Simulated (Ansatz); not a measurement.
## Energy of Al8H along a shift of atoms along one path

System: Al8H (slab, 18 atoms in the cell).
Method: DFT PBE, scalar-relativistic, plane waves, PAW, no spin polarisation (Ansatz 0.2.0).

The 8 runs differ only in the geometry, by a shift of atoms along one path in a fixed cell. The shift s is measured from run 5: H17 moves along the Cartesian direction (0.00, 0.00, 1.00), and H18 with it in fixed proportion. The structure derives from an entry of the Crystallography Open Database.

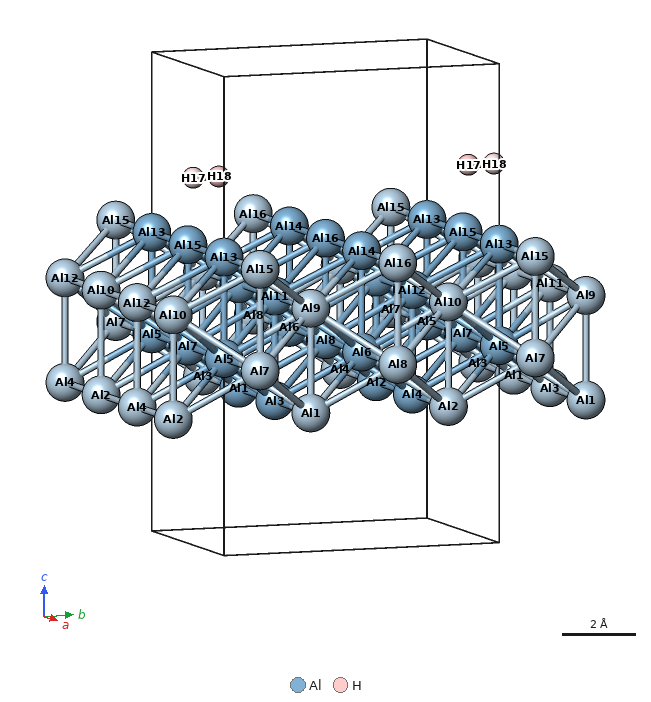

Figure 1. The structure of run 5 (ball-and-stick view of the cell of the calculation, with the vacuum cut short, seen slightly off an axis; neighbours outside the cell are drawn fainter; atoms are numbered from 1 in the order of the input).

## Input of run 5
```yaml
crystal:
  lattice:
    - [5.7143028096, 0.0, 0.0]
    - [0.0, 8.0812445328, 0.0]
    - [0.0, 0.0, 22.2437981863]
  atoms:
    - { symbol: Al, position: [0.25, 0.25, 0.1798254042] }
    - { symbol: Al, position: [0.25, 0.75, 0.1798254042] }
    - { symbol: Al, position: [0.75, 0.25, 0.1798254042] }
    - { symbol: Al, position: [0.75, 0.75, 0.1798254042] }
    - { symbol: Al, position: [0.0, 0.0, 0.244048955] }
    - { symbol: Al, position: [0.0, 0.5, 0.244048955] }
    - { symbol: Al, position: [0.5, 0.0, 0.244048955] }
    - { symbol: Al, position: [0.5, 0.5, 0.244048955] }
    - { symbol: Al, position: [0.25, 0.25, 0.3102692916] }
    - { symbol: Al, position: [0.25, 0.75, 0.3102692916] }
    - { symbol: Al, position: [0.75, 0.25, 0.3102692916] }
    - { symbol: Al, position: [0.75, 0.75, 0.3102692916] }
    - { symbol: Al, position: [0.0, 0.0, 0.3706110853] }
    - { symbol: Al, position: [0.0, 0.5, 0.3706110853] }
    - { symbol: Al, position: [0.5, 0.0, 0.3706110853] }
    - { symbol: Al, position: [0.5, 0.5, 0.3706110853] }
    - { symbol: H, position: [0.75, -0.0464037437, 0.4627716049] }
    - { symbol: H, position: [0.75, 0.0464037437, 0.4627716049] }
basis:
  ecutwfc: 420
kpoints:
  mp_grid: { grid: [5, 4, 1] }
hamiltonian:
  xc: pbe
scf:
  occupations: { method: gaussian, width: 0.1 }
output:
  forces: true
  eigenvalues: true
efield:
  axis: 3
  dipole_correction: true
  ramp_width: 0.04
```

Command:
```bash
ansatz run input.yaml --threads 1 --pin off --max-ram 3072MiB --backend cpu --events-out ev --progress --plain --runs-dir out
```

Run 3 differs from it as follows:
```diff
-    - { symbol: H, position: [0.75, -0.0464037437, 0.4627716049] }
-    - { symbol: H, position: [0.75, 0.0464037437, 0.4627716049] }
+    - { symbol: H, position: [0.75, -0.0464037437, 0.4339995403] }
+    - { symbol: H, position: [0.75, 0.0464037437, 0.4339995403] }
```

## Results, with one run withheld

| run | shift s of H17 (Å) | free energy per atom, from the lowest run given (meV) | force along the path (eV/Å) |
| --- | --- | --- | --- |
| 1 | −1.2800 | 169.42 | 3.107 |
| 2 | −0.9600 | 123.49 | 2.168 |
| 3 | −0.6400 | ? | ? |
| 4 | −0.3200 | 55.37 | 1.561 |
| 5 | 0.0000 | 31.71 | 1.096 |
| 6 | 0.5500 | 9.34 | 0.428 |
| 7 | 0.9500 | 2.96 | 0.176 |
| 8 | 1.5500 | 0.00 | 0.033 |

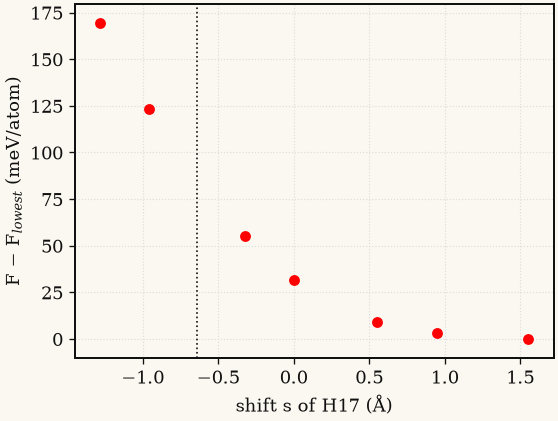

Figure 2. Free energy per atom of the runs given; the dotted line marks run 3.

Estimate the energy of run 3 from the others.

A cubic polynomial in the coordinate, fitted to the 7 runs given, misses them by at most 1.18 meV per atom. With x = s − 0.0700, it reads F = 28.967 − 53.869 x + 30.731 x² − 5.0072 x³ (meV per atom). At run 3 it gives 84.50 meV per atom, and the run itself gives 86.93. The slope of the fit gives a force −dF/ds of 1.891 eV/Å along the path (summed over the atoms that move), and the printed forces give 1.971 eV/Å. The fit has its minimum at s = 1.3417 Å. So low a polynomial doesn't follow these energies more closely.

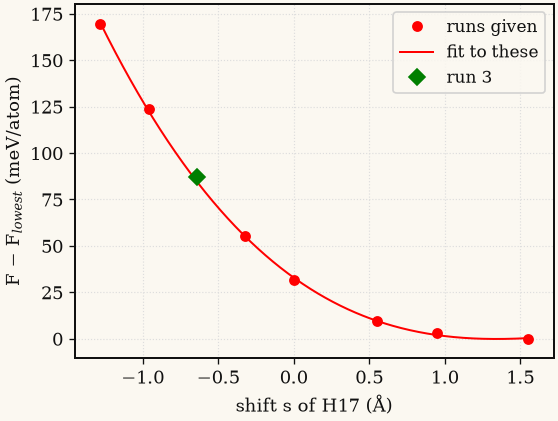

Figure 3. The fit and the withheld run.

## Output, shortened to warnings, some set-up lines, iterations and results (run 3)
```
Basis set: ecut = 420 eV, 20155 PW (Γ), exchange–correlation on 80×120×300 points (8 copies of the dense FFT grid, shifted against one another)
Symmetry: 4 space group operations
k-points: 9 of 20
Initial density: superposition of atomic densities (neutral atoms: chi_scale 0, normalization atom), corrected by the library's trained network
[...]
SCF iter   1: F=—  HF=-8624.985084 eV  |F-HF|=—  |Δ(HF+E_count)|=         —  Δρ=1.99e-3  dr2=1.41e-1  ethr=1.77e-3  p=0.088 e·Å  D=1.55e-2 V/Å  ΔV_dip=-0.35 eV  …
SCF iter   2: F=—  HF=-8624.966504 eV  |F-HF|=—  |Δ(HF+E_count)|=   1.86e-2  Δρ=7.44e-4  dr2=2.04e-2  ethr=2.82e-4  p=0.083 e·Å  D=1.47e-2 V/Å  ΔV_dip=-0.33 eV  …
SCF iter   3: F=—  HF=-8624.965826 eV  |F-HF|=—  |Δ(HF+E_count)|=   6.78e-4  Δρ=2.96e-4  dr2=3.59e-3  ethr=4.08e-5  p=0.102 e·Å  D=1.79e-2 V/Å  ΔV_dip=-0.40 eV  …
SCF iter   4: F=—  HF=-8624.965524 eV  |F-HF|=—  |Δ(HF+E_count)|=   3.02e-4  Δρ=1.14e-4  dr2=4.77e-4  ethr=7.19e-6  p=0.102 e·Å  D=1.79e-2 V/Å  ΔV_dip=-0.40 eV  …
SCF iter   5: F=—  HF=-8624.965499 eV  |F-HF|=—  |Δ(HF+E_count)|=   2.44e-5  Δρ=2.61e-5  dr2=2.56e-5  ethr=9.55e-7  p=0.102 e·Å  D=1.80e-2 V/Å  ΔV_dip=-0.40 eV  …
SCF iter   6: F=—  HF=-8624.965779 eV  |F-HF|=—  |Δ(HF+E_count)|=   2.79e-4  Δρ=6.12e-6  dr2=1.19e-6  ethr=5.13e-8  p=0.102 e·Å  D=1.80e-2 V/Å  ΔV_dip=-0.40 eV  …
SCF iter   7: F=-8624.965780 eV  HF=-8624.965779 eV  |F-HF|=8.58e-8  |Δ(HF+E_count)|=   9.28e-7  Δρ=1.31e-6  dr2=5.29e-8  ethr=2.00e-10  p=0.102 e·Å  D=1.80e-2 V/Å  …
SCF 1 converged in 7 iterations: F = -8624.965780 eV  dr2 = 5.29e-8
SCF converged after 7 iterations
Free energy (F): -8624.965780 eV
Harris-Foulkes:  -8624.965779 eV  (|F-HF|=8.58e-8)
Internal energy: -8624.924767 eV  (E = F + TS)
E sigma→0 (E₀):  -8624.945273 eV
Entropy (-TS):   -0.041012 eV (-2.278 meV/atom)
Fermi energy:    -0.780077 eV
Dipole field:    D = 0.017994 V/Å  (p = 0.102144 e·Å, saw-weighted, corrected)
Work function:   Φ+ = 3.7444 eV   Φ− = 4.1446 eV
Levels:          The Fermi level and band energies are counted from a zero that moves with the ramp; work functions are not
--- Per-component energies (eV) ---
  E_band       = -247.086612
  E_kinetic    = 366.523202
  E_local      = -9379.391504  (includes V_loc(G=0)·N_el)
  E_nonlocal   = 172.792803
  E_hartree    = 4558.849329
  E_xc         = -638.361574
  E_vxc        = -465.698318  (∫ρ·V_xc dr)
  E_paw        = -7477.793232  (= ΣΔE_a)
  E_vpaw       = -59.506054  (= ΣTr[D̂ρ^β])
  E_aug_tail   = -0.002546  (compensation charges beyond the density's cutoff)
  E_efield     = 0.000919  (sawtooth field / dipole correction)
  E_vefield    = 0.490370  (∫n·V_field dr)
  E_ewald      = 3772.457836
  E_smearing   = -0.041012  (= −TS)
  E_closure    = 0.000000  (closes the sum)
  Σ components = -8624.965780   (vs F -8624.965780, Δ=0.00e0)
--- Forces (eV/Å), atoms counted from 1 ---
  atom   1  Al     0.00000000     0.02363478     0.12105698
  atom   2  Al     0.00000000    -0.02363478     0.12105698
  atom   3  Al     0.00000000    -0.03869253     0.20120326
  atom   4  Al     0.00000000     0.03869253     0.20120326
  atom   5  Al     0.24400476     0.00000000    -0.28762057
  atom   6  Al     0.10179272     0.00000000    -0.18425555
  atom   7  Al    -0.24400476     0.00000000    -0.28762057
  atom   8  Al    -0.10179272     0.00000000    -0.18425555
  atom   9  Al    -0.00000000    -0.03311865    -0.15107788
  atom  10  Al    -0.00000000     0.03311865    -0.15107788
  atom  11  Al     0.00000000    -0.21770355     0.19238104
  atom  12  Al     0.00000000     0.21770355     0.19238104
  atom  13  Al     1.14392801     0.00000000    -0.89582681
  atom  14  Al     0.01978749     0.00000000     0.01869933
  atom  15  Al    -1.14392801     0.00000000    -0.89582681
  atom  16  Al    -0.01978749     0.00000000     0.01869933
  atom  17  H      0.00000000    -1.12801275     0.98547660
  atom  18  H      0.00000000     1.12801275     0.98547660
  max |Σ_I F_I| component: 7.28e-5 eV/Å
```
